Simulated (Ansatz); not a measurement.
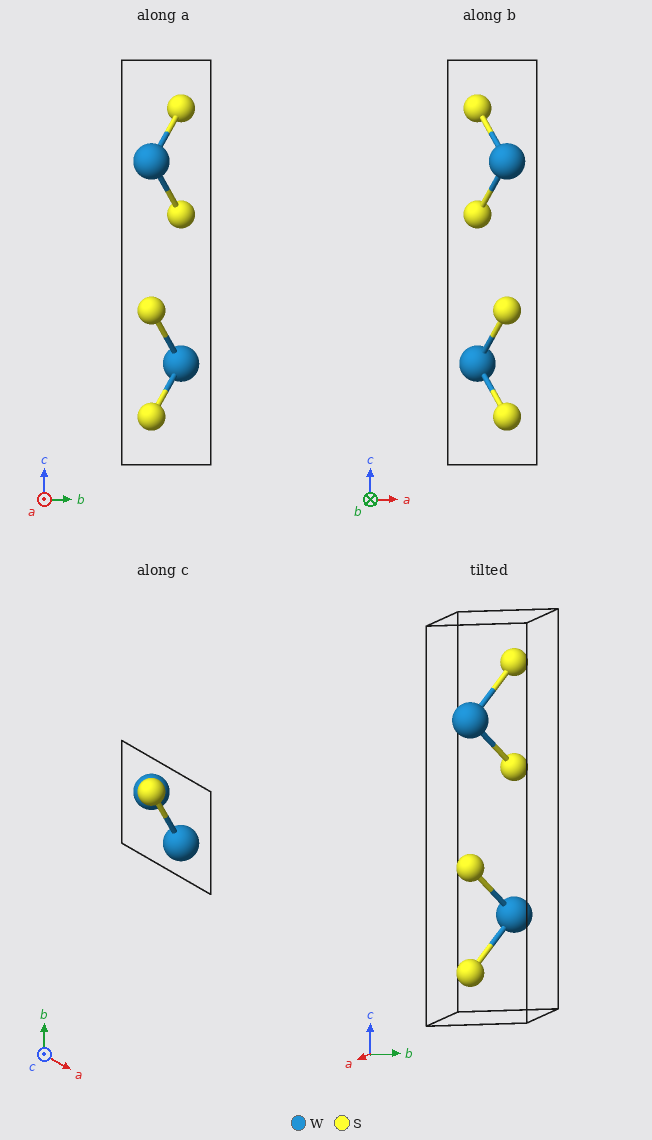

View along the a axis, along the b axis, along the c axis and slightly off an axis, drawn as a ball-and-stick model. The lines enclose the conventional unit cell; boundary atoms appear with their images.

Lattice parameters: a = 3.0748 Å, b = 3.0748 Å, c = 12.1163 Å, α = 90.000°, β = 90.000°, γ = 120.000°.

### Reconstruct the structure as a CIF in P1 with every atom of the cell, with free fractional coordinates to two decimals.

```cif
data_structure
_symmetry_space_group_name_H-M 'P 1'
_symmetry_Int_Tables_number 1
_cell_length_a 3.0748
_cell_length_b 3.0748
_cell_length_c 12.1163
_cell_angle_alpha 90.000
_cell_angle_beta 90.000
_cell_angle_gamma 120.000
_cell_volume 99.21
loop_
_atom_site_label
_atom_site_type_symbol
_atom_site_fract_x
_atom_site_fract_y
_atom_site_fract_z
_atom_site_occupancy
W1 W 0.3333 0.6667 0.25 1
W2 W 0.6667 0.3333 0.75 1
S1 S 0.6667 0.3333 0.38 1
S2 S 0.6667 0.3333 0.12 1
S3 S 0.3333 0.6667 0.88 1
S4 S 0.3333 0.6667 0.62 1
```

The structure comes from a structure type filled with these elements by a generator (whether the compound takes this form wasn't checked). The cell was then strained or its atoms displaced on purpose. A calculation with Ansatz used it as input.

At this level of theory the run's own cell isn't at rest (compressed, at 10 GPa), so its distances can differ from those at equilibrium, the more so the softer the solid.
